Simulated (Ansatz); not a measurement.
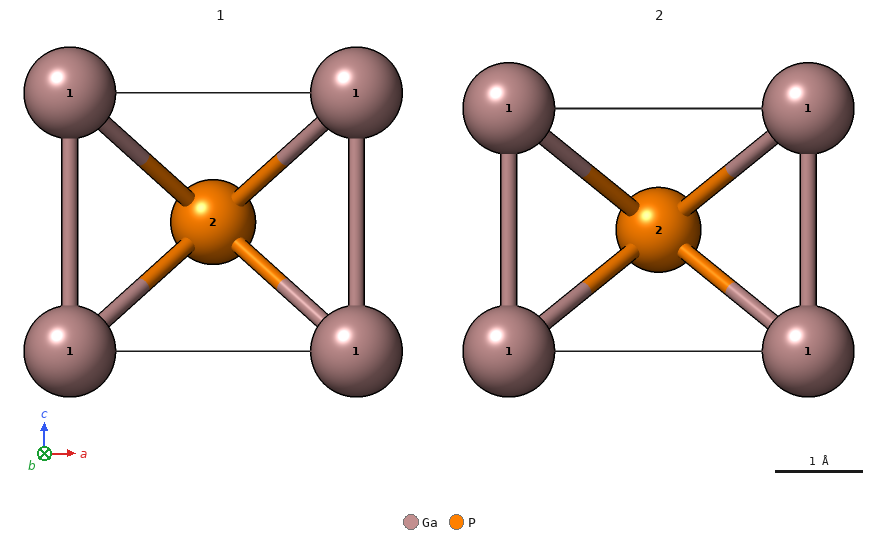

Two geometries of crystalline GaP (a generated structure, set up in P4/mmm), drawn at one scale. One is the start of a relaxation, the other its converged end. The picture is a ball-and-stick view of the cell of the calculation, seen along the b axis.

Method: Kohn-Sham DFT of a periodic cell, HSE03, Ansatz PAW in Ansatz 0.2.0. (plane-wave cutoff 420 eV; k-point mesh 4 × 4 × 5; occupations fermi-dirac; smearing width 0.05 eV; no spin polarisation; cell and atoms relaxed; force threshold 0.01 eV/Å; at most 40 steps)

Q: Which of the two is the end point?

A: Structure 1 is the relaxed one. The run lets cell and atoms move. The atoms keep their places relative to the cell (all moves are under 0.005 Å). The drawn cell changes as follows: a = b 3.457 → 3.310 Å (−4.2 %), c 2.803 → 2.982 Å (+6.4 %); the volume changes by −2.4 %. Among the contacts that change: Ga1–Ga1 2.803 → 2.982 Å, Ga1–P2 2.817 → 2.775 Å. The space group stays P4/mmm (No. 123). The energy falls by 0.185 eV per cell of the calculation in 8 accepted moves (10 points after the start). All forces vanish by symmetry, so only the cell relaxes. Pressure: −0.80 GPa at the start and 0.00 GPa at the end. The line search rejected the trial step at point 8 of the run. At 1 point the geometry stayed and the basis and grid were re-selected for the new cell (energy shift of 0.3 meV per cell of the calculation at most each time). Cost: 55 s on 1 × NVIDIA H100 80GB HBM3 with 2 threads of AMD EPYC 7R13 Processor (Zen 3), with other jobs on the host, peak memory 1.7 GiB.

Limits of the set-up: the k-point mesh is coarse for a cell with partly filled bands.
